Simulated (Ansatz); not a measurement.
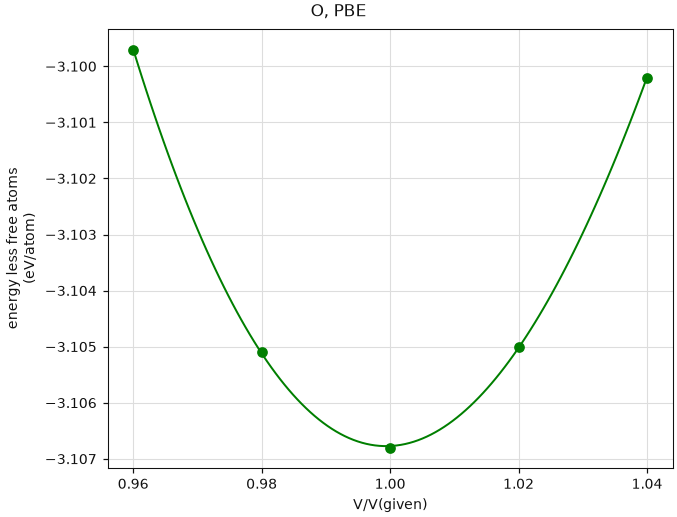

The picture above shows the energy less free atoms against V/V(given) for O, space group Pm-3m (No. 221).

The given structure:
```
O
1.0
     1.99714    0.00000    0.00000
     0.00000    1.99714    0.00000
     0.00000    0.00000    1.99714
O
1
Direct
  0.00000 0.00000 0.00000
```

Computed with Ansatz 0.2.0: periodic Kohn-Sham DFT of a crystal at fixed atoms, scaled to the stated factor times the given cell; pressure positive in compression, energy less spherical unpolarised free atoms. Level: PBE.

```csv
setting,value
method,all-electron LAPW
relativity,scalar
k mesh,18×18×18
occupations,Fermi–Dirac
smearing width,0.03 eV
basis error target,1 (meV/atom)
nucleus,Gaussian
```

V(given) is 7.97 Å³/atom.

From this curve and the settings, what does the calculation give for the pressure at the same points?

The pressure falls from 7.5 GPa at V/V(given) 0.96 to −6.2 GPa at 1.04, and changes sign near 1.00.

```
V/V(given)  pressure (GPa)
      0.96             7.5
      0.98             3.5
      1.00            -0.1
      1.02            -3.4
      1.04            -6.2
```

Limits of the calculation: a lower magnetic state may exist.
